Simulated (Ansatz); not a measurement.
# BN (Qingsongite): optical spectrum from first principles, part 2 of 2

Aim: the dielectric function of BN (Qingsongite), and the optical constants that follow from it.

Ansatz 0.2.0; DFT, PBE, plane-wave PAW, default files, scalar-relativistic, independent-particle optical response without local fields.

So far. Step 2 (Ground state and bands): There is a gap, 4.47 eV on the path, so no carriers' term is needed. The cell is left with a pressure of 3.0 GPa, as it stands unrelaxed at this level.

### Step 3. Spectrum (continued)

Table of refractive index n and extinction k by photon energy:

```tsv
photon energy (eV)	n	k
0	2.17	0
2	2.19	0
4	2.27	0
6	2.43	0
8	2.82	0
10	3.47	1.15
12	3.24	2.73
14	1.44	1.95
16	0.975	1.98
18	0.610	1.59
20	0.454	1.14
22	0.594	0.926
```

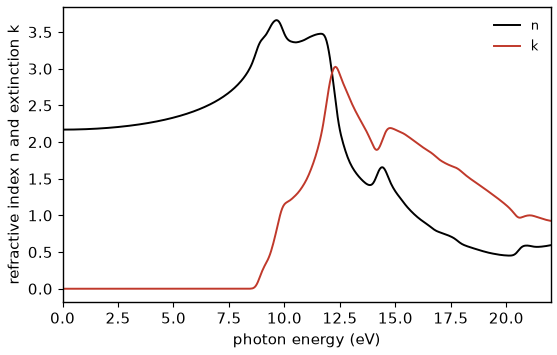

Refractive index n and extinction k against photon energy.

At chosen wavelengths:

```tsv
wavelength (nm)	n	k	R (%)	1/α
1550	2.17	0.000	13.7	over 1 mm
633	2.19	0.000	13.9	over 1 mm
532	2.20	0.000	14.1	over 1 mm
405	2.22	0.000	14.4	over 1 mm
365	2.24	0.000	14.6	over 1 mm
308	2.27	0.000	15.1	over 1 mm
193	2.48	0.000	18.1	over 1 mm
```

Through 1 µm of it, D65 light comes out colourless, dimmed by reflection (x = 0.313, y = 0.330; 75 % transmitted).

The f-sum over the summed bands holds 6.6 of the cell's 8 electrons outside the frozen cores, 2 of which lie in bands more than 12 eV below the Fermi level, whose transitions come at higher energies. Up to 22 eV the strength has a mean oscillator energy of 13.0 eV, close to the main peak.

### Step 4. Static response with local fields

Perturbation theory gives the static response with local fields and the functional's kernel, and it needs no empty bands.

This step: DFT, PBE, plane-wave PAW, default files, scalar-relativistic, static field response by perturbation theory with local fields (Ansatz 0.2.0).

File input.yaml:

```yaml
crystal:
  lattice:
    - [0.0, 1.8075, 1.8075]
    - [1.8075, 0.0, 1.8075]
    - [1.8075, 1.8075, 0.0]
  atoms:
    - { symbol: "N", position: [0.75, 0.75, 0.75] }
    - { symbol: B, position: [0.0, 0.0, 0.0] }
kpoints:
  mp_grid: { grid: [11, 11, 11] }
scf:
  occupations: { method: fixed }
hamiltonian:
  xc: pbe
  pseudopotentials: { kind: paw }
dielectric: {}
```

On the command line:

```sh
$ ansatz run input.yaml --threads 4 --pin off --max-ram 8192MiB --backend cpu --events-out ev --progress --plain --runs-dir out
```

Numbers of over 12 decimals in the logs are rounded to 6 here.

The program printed:

```text
[...]
Crystal: 2 atoms, lattice volume = 11.810 Å³
Basis set: ecut = 420 eV, 259 PW (Γ), exchange–correlation on 36×36×36 points (8 copies of the dense FFT grid, shifted against one another)
Bands: 8, of which v1, the nominal top of the filled ones, is band 4 counted from 1 (3 counted from 0)
Symmetry: 24 space group operations
k-points: 216 of 1331 (irreducible under 4 space group operations, time reversal used)
[...]
SCF iter   1: F=—  HF=-542.274733 eV  |F-HF|=—  |Δ(HF+E_count)|=         —  Δρ=1.55e-3  dr2=1.43e-4  ethr=1.77e-3  ⟨swp⟩=3.9  Hψ=9819  notcnv=0  defer=359
[...]
SCF iter   6: F=-542.274914 eV  HF=-542.274914 eV  |F-HF|=6.03e-12  |Δ(HF+E_count)|=   4.07e-9  Δρ=6.68e-7  dr2=2.06e-11  ethr=1.25e-12  ⟨swp⟩=2.1  Hψ=7541  notcnv=0
SCF 1 converged in 6 iterations: F = -542.274914 eV  dr2 = 2.06e-11
[...]
DFPT response loops at Γ: preconditioner auto → none (the input reference at scf.mixing.eps_inf says where Resta's filter doesn't serve); β = 0.50; Broyden in place of MSR1
SCF converged after 6 iterations
Free energy (F): -542.274914 eV
[...]
Internal energy: -542.274914 eV  (E = F + TS)
E sigma→0 (E₀):  -542.274914 eV
Fermi energy:    11.179542 eV
[...]
--- Band table (eV; the first three rows and the last of 216) ---
[...]
--- Dielectric response (ions clamped): 1 representative field direction + reference, on 216 of 1331 k-points (Σ response iterations 6) ---
  k mesh reduced under 4 symmetry operations, with k and −k counted as one. Each operation leaves every solved perturbation unchanged. A smaller set is not considered because the run solves the response to a homogeneous field
  ε∞ (high-frequency dielectric tensor):
        4.605597     0.000000    -0.000000
       -0.000000     4.605597    -0.000000
        0.000000     0.000000     4.605597
  Born effective charges Z* (e; rows j = field, columns β = displacement):
    site 0:
        -1.91049    0.00000   -0.00000
        -0.00000   -1.91049    0.00000
        -0.00000   -0.00000   -1.91049
    site 1:
         1.91049   -0.00000    0.00000
         0.00000    1.91049   -0.00000
         0.00000    0.00000    1.91049
  Z* charge neutrality: 5.855e-6 e pre-enforcement
  k-mesh period / interband length: 28.1 Å / 1.29 Å = 21.81 at k = (0.0000, 0.0000, 0.0000), direct gap 8.831 eV — 14 or more, which is no proof of convergence
```

It took 1.1 s on 4 threads of AMD EPYC 9R45, shared host; peak memory 0.38 GiB; 3.8 s of CPU time.

This step gave:

```
electronic dielectric constant ε∞, mean over x, y and z (by symmetry where fewer were run) : 4.606
```

ε∞ with local fields:

```
4.61 0.00 0.00
0.00 4.61 0.00
0.00 0.00 4.61
```

Diagonal elements. Born, by row:

```tsv
atom	Z*xx (e)	Z*yy (e)	Z*zz (e)
N1	-1.91	-1.91	-1.91
B2	1.91	1.91	1.91
```

Mean Born charges are N -1.91 and B +1.91, against formal valences of -3 and +3. They fall short of the ionic values, as in covalent bonds.

### Step 5. Outcome

```yaml
gap_on_the_path: 4.47 eV
least_direct_gap_on_the_path: 8.83 eV
electronic_dielectric_constant_eps_infinity_mean_over_x_y_and_z_by_symmetry_where_fewer_were_run_independent_particles: 4.71
absorption_onset_first_axis_alpha_over_1e4_cm_minus1_or_the_direct_gap_if_that_lies_higher: 8.83 eV
main_peak_of_im_epsilon_first_axis: 12.0 eV
electronic_dielectric_constant_eps_infinity_mean_over_x_y_and_z_by_symmetry_where_fewer_were_run_static_response_with_local_fields: 4.61
```

**Reading.** At this level (PBE, independent particles) BN has ε∞ = 4.71 (4.61 with local fields) and n = 2.17 at 1550 nm; absorption sets in near 8.8 eV, and Im ε peaks at 12.0 eV. The gap is indirect (4.47 eV), so absorption without phonons can begin only at the direct gap of 8.83 eV. Lines 0.2 eV wide carry a tail of absorption under the direct gap, past the threshold already at 8.61 eV. Absorption passes 10⁴ cm⁻¹ from the direct gap on, 8.83 eV, in the ultraviolet, so the visible is passed. Distinct maxima of Im ε, read by a parabola through the highest points, lie at 12.03 eV (18) and 14.53 eV (6.9). The f-sum over the summed bands holds 6.6 of the cell's 8 electrons outside the frozen cores, 2 of which lie in bands more than 12 eV below the Fermi level, whose transitions come at higher energies. Up to 22 eV the strength has a mean oscillator energy of 13.0 eV, close to the main peak. Through 1 µm of it, D65 light comes out colourless, dimmed by reflection (x = 0.313, y = 0.330; 75 % transmitted). With local fields and the functional's kernel the static response is 4.61 against 4.71 for independent particles (-2 %). In the base spectrum excitons and phonon-assisted transitions are missing, and so are local fields; PBE gaps are as a rule too small, which pulls the onset down and ε∞ up. In the base run ε includes the program's bounded estimate of what the bands above those summed add.

[Logs are printed without paths, hosts, clocks, repeated set-up lines and the standing remarks that a program may print on its own settings, such as how far it seeks lower states.]

[Hosts, paths, dates, database ids (printed as entryN), source tags and the programs' standing remarks are cut or masked in the printed files.]
